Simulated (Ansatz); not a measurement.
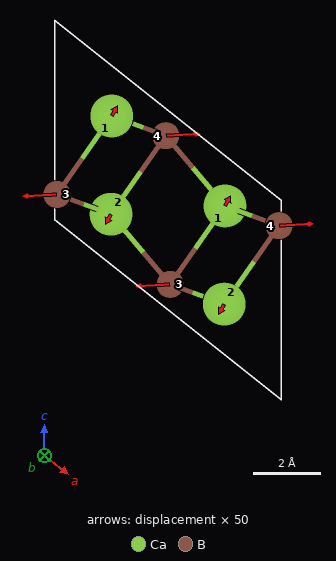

A relaxation of crystalline CaB (a generated structure, set up in C2/m). The starting structure is drawn; red arrows show the displacements (the part carried along by the change of the cell is left out), 50 times their true length.

Style: ball-and-stick. Shown: the conventional cell (2 times the calculation's cell), along the b axis. Lengths and directions refer to the drawn axes.

These are results of DFT PBE, scalar-relativistic, plane waves, PAW in Ansatz, not measurements. Set-up: plane-wave cutoff 420 eV; k-point mesh 10 × 10 × 8; occupations gaussian; smearing width 0.01 eV; no spin polarisation; cell and atoms relaxed; force threshold 0.01 eV/Å; at most 80 steps.

### Describe the change and its energy.

The largest moves relative to the cell, 0.022 Å, are those of B3 and B4. B3 goes along [−1 0 −1]. By element the largest moves are B 0.022 Å, Ca 0.007 Å. The drawn cell changes as follows: a 8.748 → 8.908 Å (+1.8 %), b 4.267 → 4.262 Å (−0.1 %), c 6.031 → 6.045 Å (+0.2 %), β 128.5° → 129.7°; the volume changes by +0.1 %. Some distances before and after: Ca1–B3 2.925 → 2.886 Å, Ca1–B4 2.778 → 2.814 Å, Ca1–B4 (another image) 2.754 → 2.777 Å, Ca1–B3 (another image) 2.894 → 2.872 Å. The space group stays C2/m (No. 12). After 5 accepted moves (7 points after the start) the energy has fallen by 0.6 meV per atom. Largest force component: 0.13 eV/Å at the start, 0.00029 eV/Å at the end. Pressure: −0.09 GPa at the start and 0.00 GPa at the end. The line search rejected the trial step at point 1 of the run. The SCF was repeated once at an unchanged geometry on a basis and grid sized afresh for the cell, which shifted the energy by less than 0.05 meV per atom at most.
